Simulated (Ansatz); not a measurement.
# Run report: MgS, molecular dynamics (part 2 of 2)

The same run, continued: MgS (Pm-3m, 16 atoms in the cell); DFT, r2SCAN, plane waves, PAW, no spin polarisation (Ansatz 0.2.0); cutoff 500 eV, 2×2×2 k-mesh, Fermi–Dirac smearing of 0.086 eV. The structure was built on a prototype by a generator. The geometry comes from this level: r2SCAN. It belongs to a series of runs on one base structure; here: NVT, Nosé–Hoover thermostat at 1000 K.

Geometry of the input (Å; fractional positions):
```
6.5256  0.0000  0.0000
0.0000  6.5256  0.0000
0.0000  0.0000  6.5256
Mg 0.0000  0.0000  0.0000
S  0.2500  0.2500  0.2500
Mg 0.0000  0.0000  0.5000
S  0.2500  0.2500  0.7500
Mg 0.0000  0.5000  0.0000
S  0.2500  0.7500  0.2500
Mg 0.0000  0.5000  0.5000
S  0.2500  0.7500  0.7500
Mg 0.5000  0.0000  0.0000
S  0.7500  0.2500  0.2500
Mg 0.5000  0.0000  0.5000
S  0.7500  0.2500  0.7500
Mg 0.5000  0.5000  0.0000
S  0.7500  0.7500  0.2500
Mg 0.5000  0.5000  0.5000
S  0.7500  0.7500  0.7500
```

## Log, continued
```
md step    39: t =    58.50 fs  T =  1766.1 K  F+E_penalty+E_count = -22674.58529725 eV  E_kin = 3.424228 eV  conserved = -22670.65922789 eV  (3 SCF iters)
iter 1 solved again at ethr=1.00e-5 eV; its pass at ethr=3.10e-3 eV (dr2=1.28e-2 eV) is discarded
SCF iter   1: F=—  HF=-22674.675250 eV  |F-HF|=—  |Δ(HF+E_count)|=         —  Δρ=1.88e-3  dr2=1.31e-2  dr2_τ=2.35e-2  ethr=1.00e-5  ⟨swp⟩=1.1  Hψ=3022  notcnv=0
automatic band count: iteration 1 solves 74 bands in place of 80: the levels show a gap, and the empty bands left out lie too high to hold charge; the band table lists the bands solved (type scf.n_extra_bands for more)
preconditioner: auto → Resta (q_TF=auto, 2.398 Å⁻¹)  ε∞=4.5  [insulator: Δε(μ)=1.850 eV  Ē_g=9.505 eV  σ=0.086 eV  W_gap=1.00  n_scr=80 (ndim 8)  ℏωp=17.8 eV  f_vac=0.000  D(μ)=0.00/eV (n_scr^D=0)  ε∞_Penn≈4.5]
SCF iter   2: F=—  HF=-22674.682528 eV  |F-HF|=—  |Δ(HF+E_count)|=   7.28e-3  Δρ=1.04e-3  dr2=3.62e-3  dr2_τ=7.26e-5  ethr=1.00e-5  ⟨swp⟩=2.0  Hψ=842  notcnv=0
SCF iter   3: F=—  HF=-22674.682033 eV  |F-HF|=—  |Δ(HF+E_count)|=   4.95e-4  Δρ=1.74e-4  dr2=6.70e-5  dr2_τ=2.46e-6  ethr=2.83e-6  ⟨swp⟩=2.0  Hψ=896  notcnv=0
SCF iter   4: F=—  HF=-22674.682110 eV  |F-HF|=—  |Δ(HF+E_count)|=   7.76e-5  Δρ=5.22e-5  dr2=7.54e-6  dr2_τ=2.56e-7  ethr=5.23e-8  ⟨swp⟩=2.0  Hψ=939  notcnv=0
SCF iter   5: F=—  HF=-22674.682285 eV  |F-HF|=—  |Δ(HF+E_count)|=   1.74e-4  Δρ=1.01e-5  dr2=2.47e-7  dr2_τ=1.80e-8  ethr=5.89e-9  ⟨swp⟩=2.0  Hψ=878  notcnv=0
SCF iter   6: F=—  HF=-22674.682285 eV  |F-HF|=—  |Δ(HF+E_count)|=   3.12e-7  Δρ=2.44e-6  dr2=1.72e-8  dr2_τ=1.41e-9  ethr=1.93e-10  ⟨swp⟩=2.0  Hψ=1056  notcnv=0
SCF iter   7: F=-22674.682285 eV  HF=-22674.682285 eV  |F-HF|=6.37e-10  |Δ(HF+E_count)|=   1.84e-8  Δρ=5.45e-7  dr2=1.07e-9  dr2_τ=5.12e-11  ethr=1.25e-11  ⟨swp⟩=4.0  Hψ=1865  notcnv=0
SCF 41 converged in 7 iterations: F = -22674.682285 eV  dr2 = 1.07e-9
md step    40: t =    60.00 fs  T =  1796.7 K  F+E_penalty+E_count = -22674.68228488 eV  E_kin = 3.483548 eV  conserved = -22670.66037942 eV  (7 SCF iters)
iter 1 solved again at ethr=1.00e-12 eV; its pass at ethr=3.10e-3 eV (dr2=1.09e-9 eV) is discarded
SCF iter   1: F=—  HF=-22674.682285 eV  |F-HF|=—  |Δ(HF+E_count)|=         —  Δρ=5.45e-7  dr2=1.07e-9  dr2_τ=5.11e-11  ethr=1.00e-12  ⟨swp⟩=3.0  Hψ=2852  notcnv=0
preconditioner: auto → Resta (q_TF=auto, 2.398 Å⁻¹)  ε∞=4.0  [insulator: Δε(μ)=1.837 eV  Ē_g=10.309 eV  σ=0.086 eV  W_gap=1.00  n_scr=80 (ndim 8)  ℏωp=17.8 eV  f_vac=0.000  D(μ)=0.00/eV (n_scr^D=0)  ε∞_Penn≈4.0]
SCF iter   2: F=-22674.682285 eV  HF=-22674.682285 eV  |F-HF|=3.46e-10  |Δ(HF+E_count)|=  5.17e-10  Δρ=3.45e-7  dr2=4.19e-10  dr2_τ=4.93e-12  ethr=1.00e-12  ⟨swp⟩=3.0  Hψ=1384  notcnv=0
SCF 42 converged in 2 iterations: F = -22674.682285 eV  dr2 = 4.19e-10
```

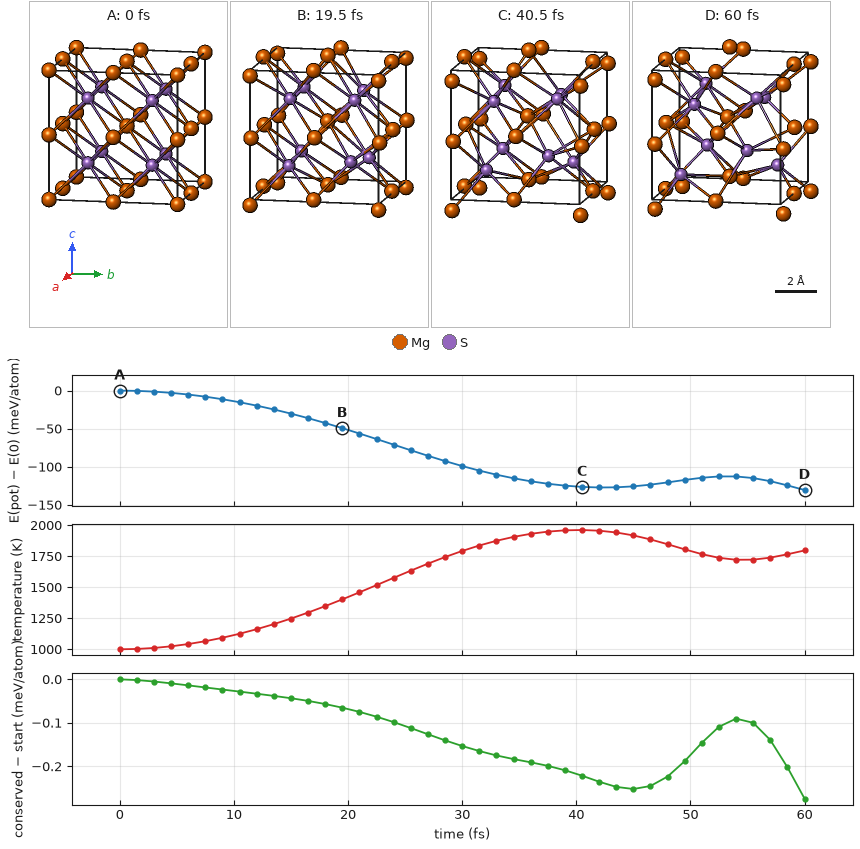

Fig. 1: Frames of the molecular dynamics (ball-and-stick, simulation cell, seen slightly off an axis) above the curves, on which the letters mark them. The trajectory kept here has 41 frames over 60 fs. The temperature starts at 1000 K, ranges from 1000 to 1962 K and averages 1848 K over the second half. The potential energy ends 130.5 meV/atom below its first value. The conserved quantity stays within 0.27 meV/atom. With the common drift removed, the root-mean-square displacement is 0.55 Å, and S14 has moved furthest (0.89 Å).

```
SCF converged after 2 iterations
Free energy (F): -22674.682285 eV
Harris-Foulkes:  -22674.682285 eV  (|F-HF|=3.46e-10)
Internal energy: -22674.682267 eV  (E = F + TS)
E sigma→0 (E₀):  -22674.682276 eV
Entropy (-TS):   -0.000018 eV (-0.001 meV/atom)
Fermi energy:    8.285841 eV
--- Per-component energies (eV) ---
  E_band       = -2763.272894
  E_kinetic    = 1490.400473
  E_local      = -13497.973966  (includes V_loc(G=0)·N_el)
  E_nonlocal   = 992.416611
  E_hartree    = 4838.940522
  E_xc         = -968.579239
  E_vxc        = -1094.658523  (∫ρ·V_xc dr)
  E_paw        = -7246.871832  (= ΣΔE_a)
  E_vpaw       = -387.770489  (= ΣTr[D̂ρ^β])
  E_aug_tail   = -0.000004  (compensation charges beyond the density's cutoff)
  E_vtau       = 56.431999  (kinetic-family band-sum trace: ∫τ·v_τ [+ j·A + Jᵃ·Aᵃ] dr)
  E_ewald      = -8281.927033
  E_core_change = -1.087799  (= ΣΔE_core)
  E_smearing   = -0.000018  (= −TS)
  E_closure    = 0.000000  (closes the sum)
  Σ components = -22674.682285   (vs F -22674.682285, Δ=0.00e0)
--- Forces (eV/Å), atoms counted from 1 ---
  atom   1  Mg    -2.35001273    -2.28833849     1.88920898
  atom   2  S     -0.13946306     0.32199864     0.14678346
  atom   3  Mg    -0.45335535    -0.34583645     0.36378459
  atom   4  S      2.63633060     2.96393087    -1.12802717
  atom   5  Mg    -0.22704336     0.48174223     0.07837655
  atom   6  S      1.33195986    -0.93942783     1.80095478
  atom   7  Mg    -0.30512479     0.52724804     0.26066846
  atom   8  S     -1.53007589     1.49199954     0.81308631
  atom   9  Mg     0.12462288    -0.53843485    -0.77394117
  atom  10  S     -0.08917653     0.52035219     0.86650803
  atom  11  Mg     0.73568080     0.02794356    -0.26148219
  atom  12  S      1.42978880    -2.90993728     0.71297842
  atom  13  Mg     0.29256178     0.57877214    -0.67998593
  atom  14  S      1.13843726     0.88919667    -2.56662323
  atom  15  Mg    -1.84287910     0.45740779    -1.23692235
  atom  16  S     -0.75226479    -1.23861214    -0.28535215
  max |Σ_I F_I| component: 1.54e-5 eV/Å
--- MD trajectory: 40 steps, t = 0.0 → 60.0 fs ---
  final state: T = 1796.7 K   F+E_penalty+E_count = -22674.68228488 eV   E_kin = 3.483548 eV
  conserved energy: peak-to-peak 4.384e-3 eV (2.740e-4 eV/atom) over 60.0 fs
```

## Trajectory as extended XYZ (Å, eV, eV/Å), 7 of the 41 frames kept, from step=0 to step=40
```
16
Lattice="6.5256 0.0000 0.0000 0.0000 6.5256 0.0000 0.0000 0.0000 6.5256" Properties=species:S:1:pos:R:3:forces:R:3 step=0 time_fs=0.0 energy=-22672.59489 temperature=1000.0
Mg    0.0000    0.0000    0.0000    0.0000   0.0000   0.0000
S     1.6314    1.6314    1.6314    0.0000   0.0000   0.0000
Mg    0.0000    0.0000    3.2628    0.0000   0.0000   0.0000
S     1.6314    1.6314    4.8942    0.0000   0.0000   0.0000
Mg    0.0000    3.2628    0.0000    0.0000   0.0000   0.0000
S     1.6314    4.8942    1.6314    0.0000   0.0000   0.0000
Mg    0.0000    3.2628    3.2628    0.0000   0.0000   0.0000
S     1.6314    4.8942    4.8942    0.0000   0.0000   0.0000
Mg    3.2628    0.0000    0.0000    0.0000   0.0000   0.0000
S     4.8942    1.6314    1.6314    0.0000   0.0000   0.0000
Mg    3.2628    0.0000    3.2628    0.0000   0.0000   0.0000
S     4.8942    1.6314    4.8942    0.0000   0.0000   0.0000
Mg    3.2628    3.2628    0.0000    0.0000   0.0000   0.0000
S     4.8942    4.8942    1.6314    0.0000   0.0000   0.0000
Mg    3.2628    3.2628    3.2628    0.0000   0.0000   0.0000
S     4.8942    4.8942    4.8942    0.0000   0.0000   0.0000
16
Lattice="6.5256 0.0000 0.0000 0.0000 6.5256 0.0000 0.0000 0.0000 6.5256" Properties=species:S:1:pos:R:3:forces:R:3 step=7 time_fs=10.5 energy=-22672.83875 temperature=1125.3
Mg   -0.0057   -0.0005   -0.1539    0.1029   0.0361  -0.0365
S     1.6362    1.5916    1.6389    0.1116   0.4031   0.6869
Mg    0.0164    0.0313    3.1813    0.0197   0.0222   0.0087
S     1.6112    1.6710    4.8793   -0.7951  -0.5856   0.3186
Mg   -0.0661    3.2305    0.0522    0.2235   0.0483  -0.2961
S     1.6361    4.9509    1.5388   -0.8575   0.4230  -0.5147
Mg    0.0233    3.2765    3.2523    0.0115  -0.0005   0.3203
S     1.7005    4.8240    4.8822    0.8763  -0.2600  -0.7944
Mg    3.2420   -0.0162    0.0589    0.0006   0.0803  -0.2939
S     4.8596    1.6334    1.5571    0.5271  -0.6376  -0.5221
Mg    3.2478    0.0159    3.2266   -0.0396  -0.0405   0.2819
S     4.8611    1.6512    4.8869   -0.5004   0.4416  -0.7044
Mg    3.3171    3.2727    0.1762   -0.3067  -0.0622  -0.1972
S     4.8290    4.8201    1.6992   -0.3334  -0.5523   0.8590
Mg    3.2628    3.2573    3.3982    0.0433  -0.0085   0.2000
S     4.9794    4.9481    4.9137    0.9162   0.6924   0.6839
16
Lattice="6.5256 0.0000 0.0000 0.0000 6.5256 0.0000 0.0000 0.0000 6.5256" Properties=species:S:1:pos:R:3:forces:R:3 step=13 time_fs=19.5 energy=-22673.38289 temperature=1402.4
Mg   -0.0069    0.0005   -0.2864    0.3502   0.2507   0.1274
S     1.6433    1.5679    1.6622    0.2238   0.7937   0.9575
Mg    0.0310    0.0588    3.1117   -0.0019   0.0506   0.0407
S     1.5742    1.6903    4.8746   -1.2877  -1.0088   0.5600
Mg   -0.1154    3.2045    0.0870    0.4114   0.1177  -0.5615
S     1.6189    5.0094    1.4472   -1.3073   0.3264  -0.4690
Mg    0.0436    3.2882    3.2538    0.0372  -0.0273   0.5922
S     1.7809    4.7581    4.8525    1.1300   0.0400  -1.0633
Mg    3.2243   -0.0273    0.0995    0.0813   0.1992  -0.6213
S     4.8432    1.6189    1.4809    0.8733  -1.1867  -0.5325
Mg    3.2337    0.0282    3.2049   -0.0603  -0.0808   0.5347
S     4.8205    1.6791    4.8631   -0.6491   0.6466  -1.0932
Mg    3.3530    3.2791    0.3202   -0.7477  -0.1415  -0.5190
S     4.7654    4.7437    1.7781   -0.1421  -0.4142   1.0786
Mg    3.2645    3.2522    3.5204    0.1835  -0.0910   0.2025
S     5.0741    5.0103    4.9469    0.9054   0.5255   0.7660
16
Lattice="6.5256 0.0000 0.0000 0.0000 6.5256 0.0000 0.0000 0.0000 6.5256" Properties=species:S:1:pos:R:3:forces:R:3 step=20 time_fs=30.0 energy=-22674.17851 temperature=1792.6
Mg    0.0079    0.0144   -0.4322    0.9768   0.9741   1.0046
S     1.6592    1.5657    1.7182    0.5235   1.3522   0.9402
Mg    0.0472    0.0926    3.0323   -0.1824  -0.0021   0.0135
S     1.4919    1.6816    4.8869   -1.4063  -1.2205   0.8415
Mg   -0.1560    3.1795    0.1050    0.5277   0.2749  -0.6815
S     1.5589    5.0861    1.3270   -1.5073  -0.1215  -0.1850
Mg    0.0685    3.3008    3.2793    0.0054  -0.0025   0.7036
S     1.9070    4.6853    4.7868    0.5271   1.0808  -0.6902
Mg    3.2078   -0.0320    0.1213    0.2747   0.2969  -0.8679
S     4.8513    1.5649    1.3765    1.1516  -1.7016  -0.3509
Mg    3.2152    0.0389    3.2013    0.0415  -0.1718   0.6547
S     4.7541    1.7307    4.8022   -0.4641   0.4751  -1.1522
Mg    3.3633    3.2805    0.4664   -1.2324  -0.2655  -0.7748
S     4.6880    4.6436    1.9023    0.2625   0.1203   0.9300
Mg    3.2752    3.2414    3.6679    0.5760  -0.4303  -0.5371
S     5.2091    5.0956    5.0070   -0.0745  -0.6584   0.1514
16
Lattice="6.5256 0.0000 0.0000 0.0000 6.5256 0.0000 0.0000 0.0000 6.5256" Properties=species:S:1:pos:R:3:forces:R:3 step=27 time_fs=40.5 energy=-22674.61675 temperature=1961.7
Mg    0.0637    0.0697   -0.5312    1.0276   1.2226   2.2746
S     1.6919    1.6074    1.8037    0.7311   1.6199   0.6126
Mg    0.0548    0.1254    2.9541   -0.4797  -0.1930  -0.0440
S     1.3672    1.6357    4.9254   -0.3667  -0.3314   0.5419
Mg   -0.1741    3.1670    0.0941    0.4146   0.5050  -0.5349
S     1.4515    5.1584    1.2023   -1.0740  -0.4450   0.2378
Mg    0.0932    3.3137    3.3345   -0.0919   0.1746   0.6079
S     2.0459    4.6505    4.7012   -1.0881   2.5565   0.3414
Mg    3.2030   -0.0247    0.1060    0.3819   0.1376  -0.8679
S     4.8961    1.4574    1.2617    1.0329  -1.4765  -0.1243
Mg    3.1993    0.0418    3.2252    0.2864  -0.3088   0.5342
S     4.6756    1.7938    4.7066    0.6862  -0.9953  -0.2575
Mg    3.3222    3.2704    0.5789   -1.1375  -0.3201  -0.6391
S     4.6198    4.5480    2.0542    0.5567   0.4648   0.1718
Mg    3.3096    3.2123    3.7870    0.4822  -0.5113  -2.1515
S     5.3389    5.1570    5.0705   -1.3616  -2.0996  -0.7030
16
Lattice="6.5256 0.0000 0.0000 0.0000 6.5256 0.0000 0.0000 0.0000 6.5256" Properties=species:S:1:pos:R:3:forces:R:3 step=33 time_fs=49.5 energy=-22674.47052 temperature=1805.6
Mg    0.1401    0.1510   -0.5390   -1.1537  -1.1789   3.0720
S     1.7377    1.6836    1.8921    0.5603   1.3208   0.3201
Mg    0.0455    0.1467    2.8872   -0.6137  -0.3653   0.0035
S     1.2536    1.5903    4.9703    1.7522   2.0211  -0.7923
Mg   -0.1752    3.1734    0.0665    0.1168   0.6576  -0.2636
S     1.3334    5.2084    1.1034   -0.1675  -0.5142   0.7713
Mg    0.1110    3.3305    3.4019   -0.1778   0.4130   0.4660
S     2.1381    4.6838    4.6356   -1.7650   2.6989   0.7522
Mg    3.2116   -0.0141    0.0634    0.3022  -0.2321  -0.7909
S     4.9606    1.3290    1.1618    0.7033  -0.6763   0.1892
Mg    3.1954    0.0341    3.2637    0.5123  -0.3460   0.2718
S     4.6274    1.8209    4.6192    2.2769  -3.2429   1.0216
Mg    3.2492    3.2518    0.6515   -0.5483  -0.0629  -0.4393
S     4.5763    4.4788    2.1866    0.7023   0.5497  -0.9998
Mg    3.3508    3.1746    3.8171   -1.2603   0.8903  -2.9915
S     5.4168    5.1586    5.1083   -1.2400  -1.9330  -0.5903
16
Lattice="6.5256 0.0000 0.0000 0.0000 6.5256 0.0000 0.0000 0.0000 6.5256" Properties=species:S:1:pos:R:3:forces:R:3 step=40 time_fs=60.0 energy=-22674.68228 temperature=1796.7
Mg    0.1794    0.1947   -0.4293   -2.3500  -2.2883   1.8892
S     1.8048    1.8076    2.0022   -0.1395   0.3220   0.1468
Mg    0.0114    0.1567    2.8126   -0.4534  -0.3458   0.3638
S     1.1778    1.6004    4.9970    2.6363   2.9639  -1.1280
Mg   -0.1727    3.2060    0.0254   -0.2270   0.4817   0.0784
S     1.1972    5.2485    1.0166    1.3320  -0.9394   1.8010
Mg    0.1238    3.3660    3.4967   -0.3051   0.5272   0.2607
S     2.1915    4.7992    4.5833   -1.5301   1.4920   0.8131
Mg    3.2329   -0.0117   -0.0169    0.1246  -0.5384  -0.7739
S     5.0536    1.1650    1.0555   -0.0892   0.5204   0.8665
Mg    3.2118    0.0130    3.3168    0.7357   0.0279  -0.2615
S     4.6359    1.7584    4.5476    1.4298  -2.9099   0.7130
Mg    3.1465    3.2302    0.7148    0.2926   0.5788  -0.6800
S     4.5494    4.4179    2.3037    1.1384   0.8892  -2.5666
Mg    3.3488    3.1625    3.7410   -1.8429   0.4574  -1.2369
S     5.4691    5.1036    5.1342   -0.7523  -1.2386  -0.2854
```

## Key numbers

| quantity | value |
| --- | --- |
| outcome | finished |
| mean temperature over the second half | 1848 K |
| trajectory | 40 steps, 60 fs |
| ensemble | nvt_nose_hoover |
| temperature in the input | 1000 K |
| time step | 1.5 fs |
| space group of the start (tolerance 0.01 Å) | Pm-3m (221) |
| electrons treated | 128 |
| potential energy (free energy of the electrons) (last step) | −22674.6823 eV |
| Fermi energy (last step) | 8.286 eV |
| largest force (length of the vector) (last step) | 4.124 eV/Å |
| wall time | 3.7 min (CPU time 13 min) |
| peak memory | 1.4 GiB |

So short a trajectory is not equilibrated. The temperature stays far from the 1000 K of the thermostat over the second half: the run isn't equilibrated.
